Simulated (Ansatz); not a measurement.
## Electronic structure of Ti$_{3}$O$_{2}$ in real space

Input

```
crystal:
  lattice:
    - [2.5510662879, 1.4728588081, 4.9537952125]
    - [-2.5510662879, 1.4728588081, 4.9537952125]
    - [0.0, -2.9457176161, 4.9537952125]
  atoms:
    - { symbol: Ti, position: [0.91919994, 0.58080006, 0.25] }
    - { symbol: Ti, position: [0.58080006, 0.25, 0.91919994] }
    - { symbol: Ti, position: [0.25, 0.91919994, 0.58080006] }
    - { symbol: Ti, position: [0.75, 0.08080006, 0.41919994] }
    - { symbol: Ti, position: [0.41919994, 0.75, 0.08080006] }
    - { symbol: Ti, position: [0.08080006, 0.41919994, 0.75] }
    - { symbol: O, position: [0.83746095, 0.83746095, 0.83746095] }
    - { symbol: O, position: [0.66253905, 0.66253905, 0.66253905] }
    - { symbol: O, position: [0.33746095, 0.33746095, 0.33746095] }
    - { symbol: O, position: [0.16253905, 0.16253905, 0.16253905] }
basis:
  ecutwfc: 420
kpoints:
  mp_grid: { grid: [12, 12, 12] }
hamiltonian:
  xc: pbesol
scf:
  occupations: { method: gaussian, width: 0.1 }
output:
  forces: true
  stress: true
  eigenvalues: true
  write_density: true
  write_potential: true
  elf: true
  volumetric_format: npy
relax:
  adjacent_minimum: "off"
  f_tol: 0.005
  max_steps: 80
  cell: { stress_tol: 0.05 }
```

Command:

```sh
ansatz run input.yaml --threads 2 --pin off --max-ram 5120MiB --backend cpu --events-out ev --progress --plain --runs-dir out
```

Below, planes, directions and counts refer to the conventional cell (a = 5.06 Å, b = 5.06 Å, c = 14.71 Å, α = 90.00°, β = 90.00°, γ = 120.00°).

The fields are those of the run's last geometry, not of the input's.

Space group R-3c; a structure from a database of computed crystals, not necessarily the ambient phase; computed without spin polarisation.

Method: Ansatz, DFT PBEsol, scalar-relativistic, plane waves, PAW.

Core electrons are frozen (PAW), and the valence fields are smoothed inside the atomic spheres.

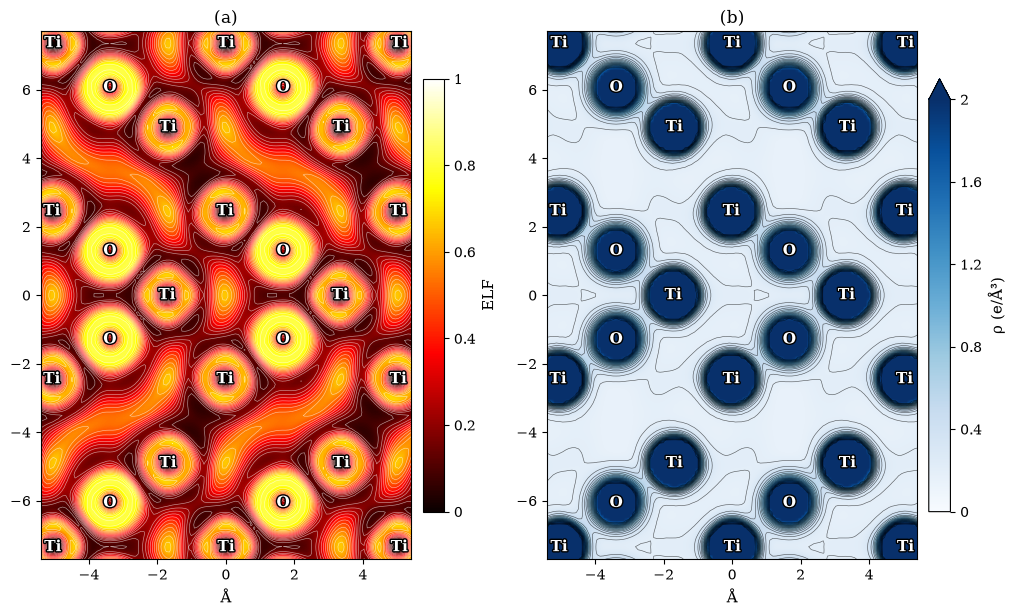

Figure 1. (a) electron localisation function; (b) valence pseudo-density on the (010) plane of the conventional cell.

Read the bonding off the picture.

Answer. The section cuts through Ti and O sites.
Ti–O (2.06 Å): ρ is about 0.52 e/Å³ halfway; the ELF peaks at about 0.85 in the valence shell of O, 0.6 Å from its nucleus, and is about 0.15 at the midpoint; no shared electron pair shows on this line.
Ti–O (2.11 Å): ρ is about 0.45 e/Å³ halfway; the ELF peaks at about 0.80 in the valence shell of O, 0.6 Å from its nucleus, and is about 0.10 at the midpoint; no localised pair shows between them.
Ti–Ti (2.96 Å): the density is about 0.17 e/Å³ at the midpoint; the ELF is about 0.10 at the midpoint: no localised pair shows between them.
Ti–Ti (2.98 Å): the density is about 0.19 e/Å³ at the midpoint; the ELF is about 0.20 at the midpoint (no localised pair shows between them).
Between the atoms the lowest density in this plane is 0.14 e/Å³.
The features right at Ti lie inside the PAW spheres, where the map follows smoothed inner orbitals and isn't to be read closely.

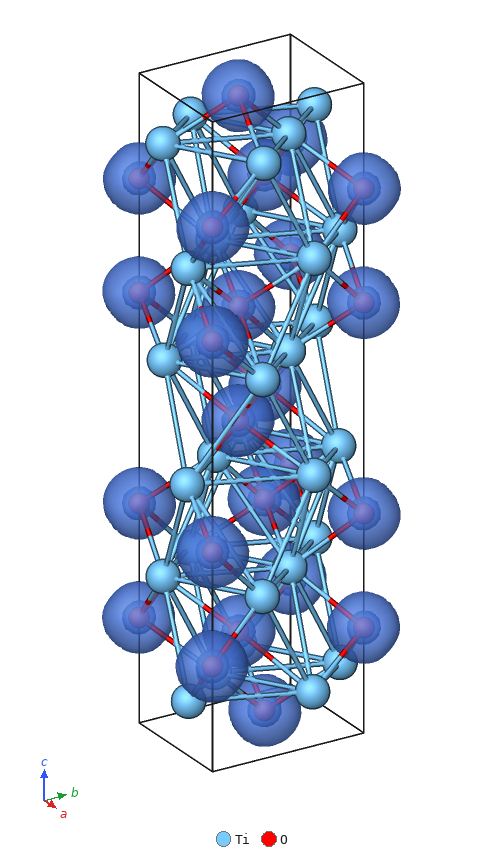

Figure 2. Isosurface of the ELF at 0.7 (blue), seen slightly off an axis. Core shells and regions of very low density are left out. Sticks mark near contacts.

What do the ELF domains correspond to?

Answer. At this value the surface marks out twelve regions wrapped around O (the valence shell of each), counted in one cell of 30 atoms. Regions shared between cells count once. Profiles from the grid: Ti–Ti (2.89 Å): the ELF is about 0.15 at the midpoint; no shared electron pair shows on this line.

Does the calculation make it a metal, or give it a gap?

Answer. It is metallic or semimetallic at this level of theory: no gap opens; semilocal functionals without U, or without the true magnetic order, often close the gap of such compounds.
